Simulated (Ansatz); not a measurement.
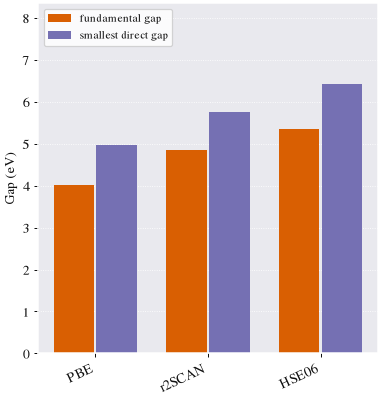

Gaps of AlN, space group I4/mmm, 2 atoms in the cell, rocksalt type, uniaxial (z) strain +4.0%, at several levels of theory on one cell (Ansatz, plane waves and PAW; edges over the mesh and the special points).

**How does the gap depend on the level, and does its kind change?**

In rising order: PBE 4.02 eV, r2SCAN 4.85 eV and HSE06 5.36 eV. It is indirect at every level.
